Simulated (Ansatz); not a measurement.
Input of the run:

```
crystal:
  lattice:
    - [0.0, 3.2678555508, 3.2678555508]
    - [3.2678555508, 0.0, 3.2678555508]
    - [3.2678555508, 3.2678555508, 0.0]
  atoms:
    - { symbol: Te, position: [0.5, 0.5, 0.5] }
    - { symbol: Pb, position: [0.0, 0.0, 0.0] }
kpoints:
  mp_grid: { grid: [6, 6, 6] }
hamiltonian:
  xc: r2scan
scf:
  occupations: { method: fixed }
  n_extra_bands: 4
output:
  forces: true
  stress: true
  eigenvalues: true
```

Run as:
```bash
ansatz run input.yaml --threads 4 --pin off --max-ram 3686MiB --backend cpu --events-out ev --progress --plain --runs-dir out
```

What does the calculation give for the electronic structure?

There is a gap; over the k points computed it is 1.09 eV (direct among those points). The upper group of valence states starts about 4.4 eV under the valence-band top, with a gap beneath it; it holds about 6 electrons a cell. Within the window shown, the tallest peak of the filled states lies 1.1 eV under the valence-band top, at about 3.2 states per eV and cell.

Spin-orbit coupling is left out, which matters for Pb and Te.

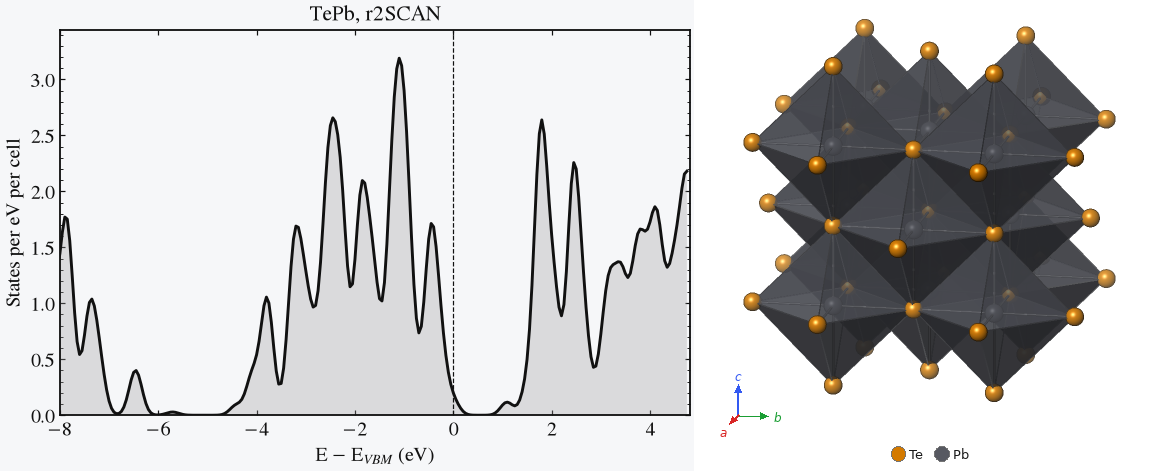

Density of states, beside the structure. Energies are counted from the top of the valence band. The curve is built from the levels of the k mesh with Gaussians 0.3 eV wide, which also blur the band edges.
